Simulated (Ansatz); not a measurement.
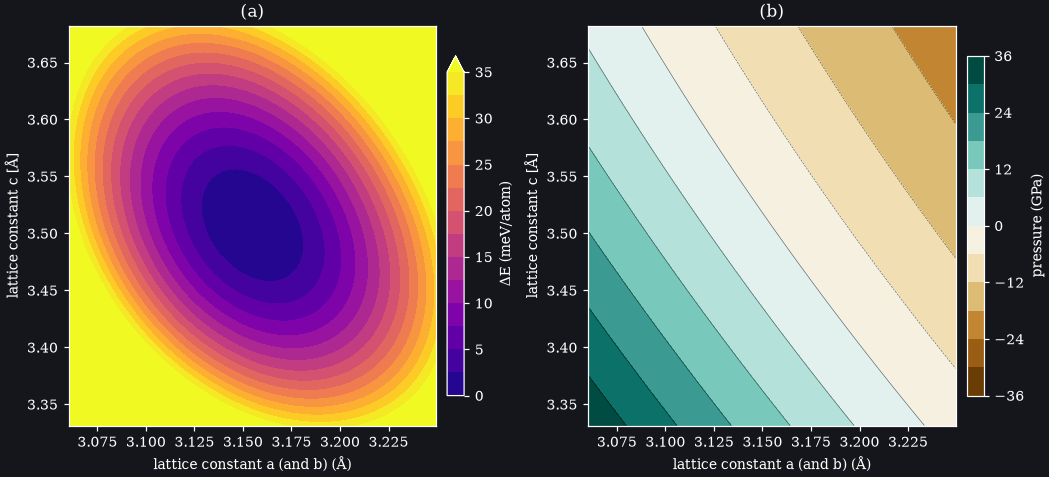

ZrB₂ (P6/mmm, No. 191; 3 atoms in the cell). The energy is mapped over the lattice constants a and c of the conventional cell. Coordinates scanned: (1) lattice constant a (and b); (2) lattice constant c. Nothing is relaxed (symmetry fixes all fractional coordinates). Grid: 7 × 7 points. Points are written as (first, second). All energies are given in meV/atom relative to the lowest grid point. Level of theory: DFT PBEsol, scalar-relativistic, plane waves, PAW in Ansatz. Settings: cutoff 520 eV, k-mesh 15×15×12 in the order of the run's cell vectors, gaussian smearing 0.15 eV, no spin polarisation.

Panel (a) is the energy and panel (b) the computed pressure on the same grid.

Drawn: filled contours, one colour for all values above the top of the scale. Between grid points the surface is interpolated.

Q: How does the pressure vary over the map, and what is it at the lowest grid point?

A: It runs from −21.6 GPa at (3.249 Å, 3.682 Å) to 34.8 GPa at (3.060 Å, 3.331 Å). At the lowest grid point, (3.155 Å, 3.507 Å), it is 0.0 GPa.
